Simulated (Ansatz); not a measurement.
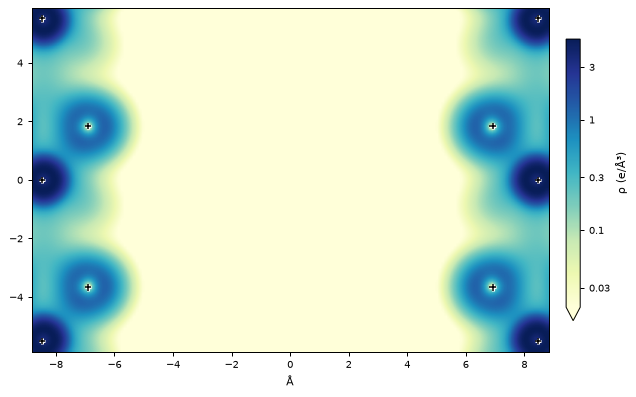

The valence charge density (pseudo) on a plane through atoms (crosses mark nuclei in the plane).

Theory: Kohn-Sham DFT of a periodic cell, PBE0, Ansatz PAW (Ansatz).

Candidates:
A. WS2, a = 3.18 Å, b = 3.18 Å, c = 16.95 Å, α = 90.00°, β = 90.00°, γ = 120.00°. Space group P-6m2; a structure from a database of computed crystals, not necessarily the ambient phase.
B. HfO2, a = 5.06 Å, b = 5.06 Å, c = 5.06 Å, α = 90.00°, β = 90.00°, γ = 90.00°. Space group Fm-3m.
C. CuAu, a = 2.81 Å, b = 2.81 Å, c = 3.69 Å, α = 90.00°, β = 90.00°, γ = 90.00°. Space group P4/mmm; computed pressure about 3 GPa in this cell.

> Which candidate gave the map?

Candidate A: WS2 on the (110) plane of the conventional cell, which holds W and S. W–S (2.41 Å): ρ at the midpoint is about 0.64 e/Å³.
